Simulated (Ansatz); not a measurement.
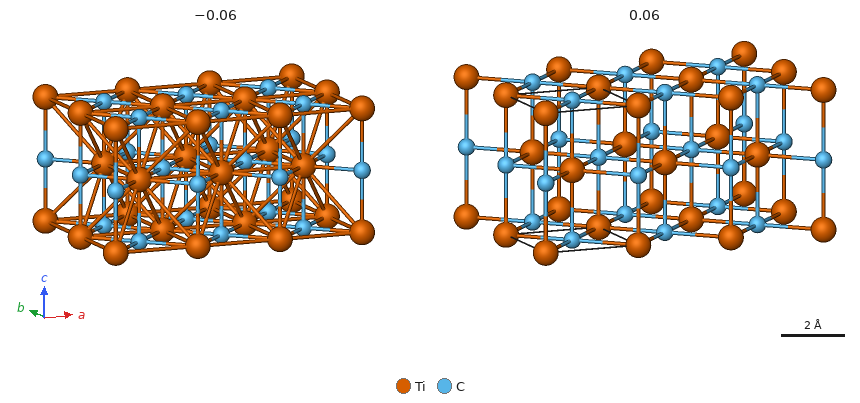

A crystal of TiC (set up in Fm-3m), under equal strain along all axes (cell held, atoms fixed by symmetry), with energies (extrapolated to zero smearing) counted from the relaxed crystal, which is the row at zero; the cubic crystal is set up in a tetragonal cell with a = a(cubic)/√2 and c = a(cubic). The picture shows the first and the last member. A ball-and-stick model of the cell of the calculation, repeated 3 × 2 × 1 with one cell outlined, seen slightly off an axis.

Computed with Ansatz 0.2.0: DFT r2SCAN, scalar-relativistic, plane waves, PAW. (plane-wave cutoff 500 eV; k-point mesh 18 × 18 × 12; occupations gaussian; smearing width 0.1 eV; no spin polarisation)

```tsv
strain	energy (meV/atom)	a (Å)	c (Å)
−0.06	322.36	2.877	4.068
−0.04	134.70	2.938	4.155
−0.02	?	?	?
0.0	0.00	3.060	4.328
0.02	28.22	3.121	4.414
0.04	106.40	3.183	4.501
0.06	225.93	3.244	4.587
```

> Estimate the missing row from the others, and compare with the calculation.

A parabola through three neighbouring rows (−0.06, −0.04, 0.0) gives, with Lagrange weights, (−0.3333)(322.36) + (1.0000)(134.70) + (0.3333)(0.00) = 27.26 meV/atom. The calculation gives 31.66 meV/atom (a = 2.999 Å, c = 4.241 Å). The estimate is 4.40 meV/atom too low. From the first member to the last: Ti–Ti 2.877 → 3.244 Å, C–Ti 2.034 → 2.294 Å.

The whole series:

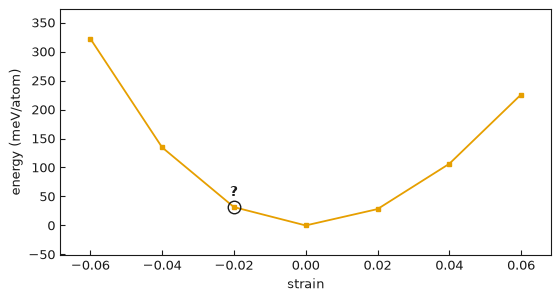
